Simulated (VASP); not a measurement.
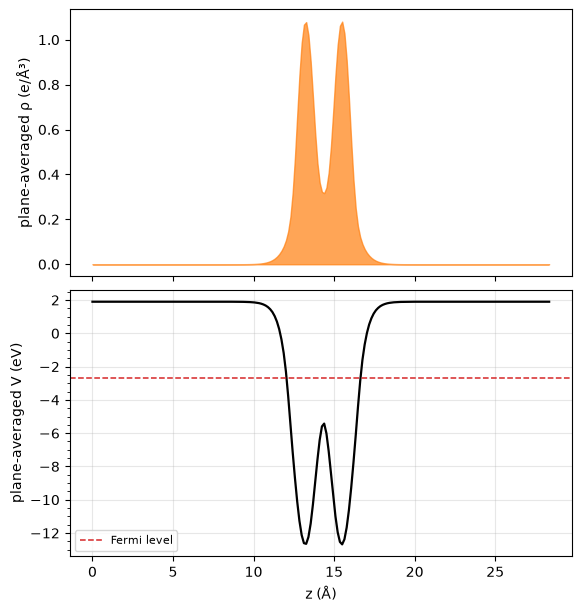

Figure. Ta. Plane average of the electrostatic potential (local pseudopotential plus Hartree) felt by an electron and of the valence pseudo-density across the slab.

The calculation used Kohn-Sham DFT of a periodic cell, PBE, VASP PAW PBE potentials, recommended (VASP 6.6.1).

The density is the valence pseudo-density of a PAW calculation; it isn't the true density close to the nuclei.

```cif
data_structure
_symmetry_space_group_name_H-M 'P 1'
_symmetry_Int_Tables_number 1
_cell_length_a 2.7190
_cell_length_b 2.7190
_cell_length_c 28.4866
_cell_angle_alpha 90.000
_cell_angle_beta 90.000
_cell_angle_gamma 90.000
_cell_volume 210.60
loop_
_atom_site_label
_atom_site_type_symbol
_atom_site_fract_x
_atom_site_fract_y
_atom_site_fract_z
_atom_site_occupancy
Ta1 Ta 0.00000 0.50000 0.30264 1
Ta2 Ta 0.50000 0.00000 0.22392 1
```

> How far above the Fermi level of the calculation is the vacuum level?

4.6 eV.

> How thick is the slab, and how wide the vacuum?

The outermost nuclei are 2.2 Å apart, in 2 atomic planes; the vacuum between periodic images is 26.2 Å wide.
